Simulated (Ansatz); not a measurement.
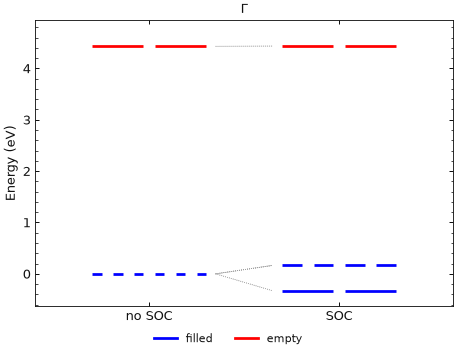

Levels at Γ, each bar one state with spin counted. Zero is the valence top without spin-orbit coupling, and the two sets are aligned on the mean of the six top valence states at Γ.

System: rocksalt KBr, space group Fm-3m (No. 225), 2 atoms in the primitive cell, relaxed with r2SCAN; cubic a = 6.604 Å. Run without spin-orbit coupling: PBE, Ansatz PAW set, 6×6×6 k mesh, 420 eV cutoff, Fermi-Dirac smearing of 0.02 eV (Ansatz 0.2.0). Run with it: PBE, Ansatz PAW set, 6×6×6 k mesh, 420 eV cutoff, fixed occupations (Ansatz 0.2.0). Neither carries moments.

> How does spin-orbit coupling split the valence top at Γ?

The threefold valence top at Γ (six states with spin) splits into a fourfold level on top and a twofold one 0.49 eV below it, the split-off level.

> What happens to the direct gaps?

The vertical gap goes from 4.43 to 4.27 eV at Γ. A third of the splitting is 0.16 eV, which accounts for the change at Γ: the fourfold level rises by about that much.

> And the smallest gap over all k points computed?

It narrows from 4.43 eV (valence top at Γ, conduction bottom at Γ) to 4.27 eV.

LDA, GGA and most meta-GGA functionals understate gaps.
